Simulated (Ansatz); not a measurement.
VSi31 (cell with a defect)

```yaml
crystal:
  lattice:
    - [-5.43383, -5.43383, 5.43383]
    - [5.43383, 5.43383, 5.43383]
    - [-5.43383, 5.43383, -5.43383]
  atoms:
    - { symbol: V, position: [0.00000, 0.25000, 0.00000] }
    - { symbol: Si, position: [0.25177, 0.25000, 0.74948] }
    - { symbol: Si, position: [0.00000, 0.50177, 0.74948] }
    - { symbol: Si, position: [0.50000, 0.25000, 0.50000] }
    - { symbol: Si, position: [0.25052, 0.50052, 0.50229] }
    - { symbol: Si, position: [0.00000, 0.75000, 0.50000] }
    - { symbol: Si, position: [0.74948, 0.25000, 0.25177] }
    - { symbol: Si, position: [0.50229, 0.50052, 0.25052] }
    - { symbol: Si, position: [0.25052, 0.75229, 0.25052] }
    - { symbol: Si, position: [0.00000, 0.99948, 0.25177] }
    - { symbol: Si, position: [0.74948, 0.50177, 0.00000] }
    - { symbol: Si, position: [0.50000, 0.75000, 0.00000] }
    - { symbol: Si, position: [0.25177, 0.99948, 0.00000] }
    - { symbol: Si, position: [0.74823, 0.74771, 0.74823] }
    - { symbol: Si, position: [0.49771, 0.99823, 0.74823] }
    - { symbol: Si, position: [0.74823, 0.99823, 0.49771] }
    - { symbol: Si, position: [0.00000, 0.99390, 0.00000] }
    - { symbol: Si, position: [0.24893, 0.99934, 0.74934] }
    - { symbol: Si, position: [0.00000, 0.25000, 0.74390] }
    - { symbol: Si, position: [0.50040, 0.00107, 0.50040] }
    - { symbol: Si, position: [0.25066, 0.25000, 0.49960] }
    - { symbol: Si, position: [0.00000, 0.50066, 0.49960] }
    - { symbol: Si, position: [0.74934, 0.99934, 0.24893] }
    - { symbol: Si, position: [0.49960, 0.25000, 0.25066] }
    - { symbol: Si, position: [0.25610, 0.50610, 0.25610] }
    - { symbol: Si, position: [0.00000, 0.74960, 0.25066] }
    - { symbol: Si, position: [0.74390, 0.25000, 0.00000] }
    - { symbol: Si, position: [0.49960, 0.50066, 0.00000] }
    - { symbol: Si, position: [0.25066, 0.74960, 0.00000] }
    - { symbol: Si, position: [0.74934, 0.49893, 0.74934] }
    - { symbol: Si, position: [0.50040, 0.75040, 0.75107] }
    - { symbol: Si, position: [0.75107, 0.75040, 0.50040] }
```

Spin-polarised.

Level of theory: Ansatz, DFT PBEsol, scalar-relativistic, plane waves, PAW.

The density is the valence pseudo-density of a PAW calculation; it isn't the true density close to the nuclei.

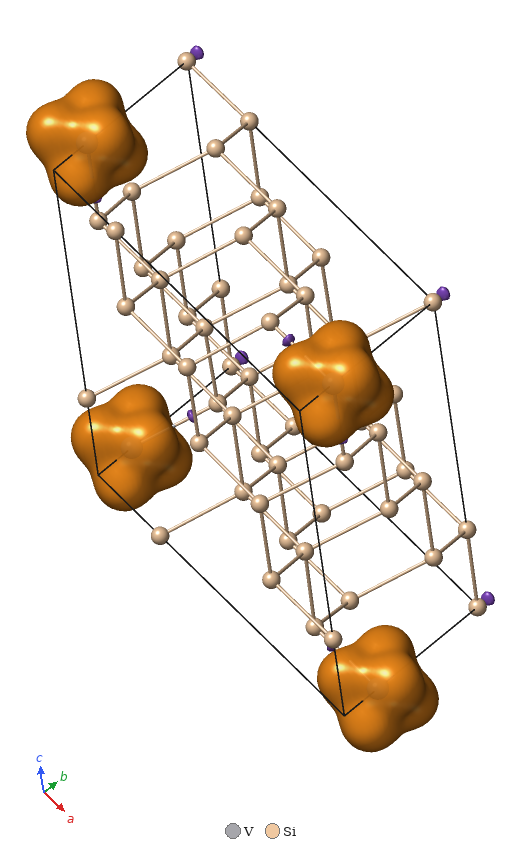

Figure 1. Isosurfaces of the magnetisation density (up minus down) at +0.015 (orange) and −0.015 e/Å³ (purple), seen slightly off an axis. Sticks mark near contacts.

### Where is the spin, and how is it ordered?

The spin density sits on V: +0.9 μB in one cell of 32 atoms: a single local moment. The cell of the calculation (32 atoms) carries 1.0 μB of net spin moment.

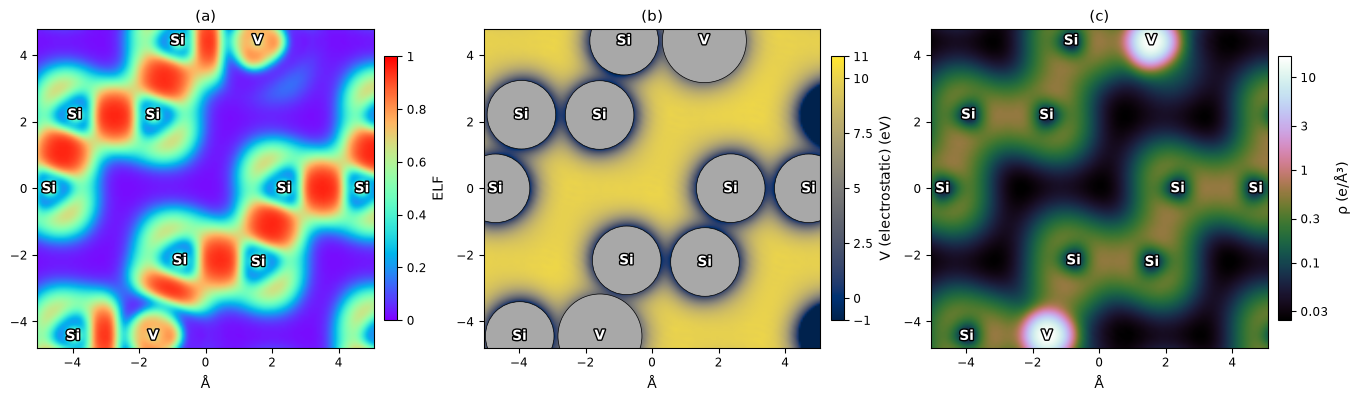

Figure 2. (a) electron localisation function; (b) electrostatic potential (local pseudopotential plus Hartree) felt by an electron; (c) valence pseudo-density on the (101̄) plane of the calculation cell. Grey discs cover the atomic cores in the potential map.

### What does the map show?

- The plane passes through V and Si nuclei.
- Si–Si (2.35 Å): the density is about 0.57 e/Å³ at the midpoint; the ELF peaks at about 0.95 between the atoms.
- V–Si (2.41 Å): ρ at the midpoint is about 0.53 e/Å³; the ELF peaks at about 0.95 in the valence shell of Si, 0.9 Å from its nucleus, and is about 0.80 at the midpoint.
- Between the atoms the lowest density in this plane is 0.02 e/Å³.
- The features right at V lie inside the PAW spheres, where the map follows smoothed inner orbitals and isn't to be read closely.
- Outside the cores the potential energy rises away from the atoms and is highest about 2.2 Å from the nearest atoms; its zero is arbitrary.

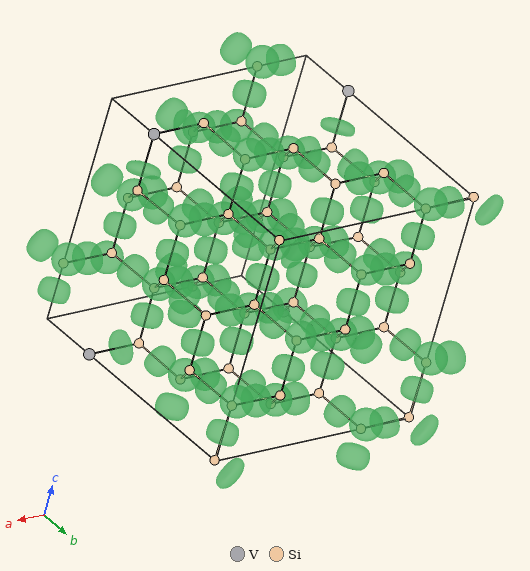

Figure 3. Isosurface of the ELF at 0.8 (green), seen at an oblique angle. Only the valence region is drawn (cores and ρ < 0.01 e/Å³ removed). Sticks mark near contacts.

### Where are the electrons localised?

The surface consists of 60 regions between bonded Si–Si atoms and four lobes of the valence shell of Si pointing towards V (polar bonds), counted in one cell of 32 atoms. Regions shared between cells count once.

### Does the calculation give a band gap?

It is metallic or semimetallic at this level of theory: no gap opens.
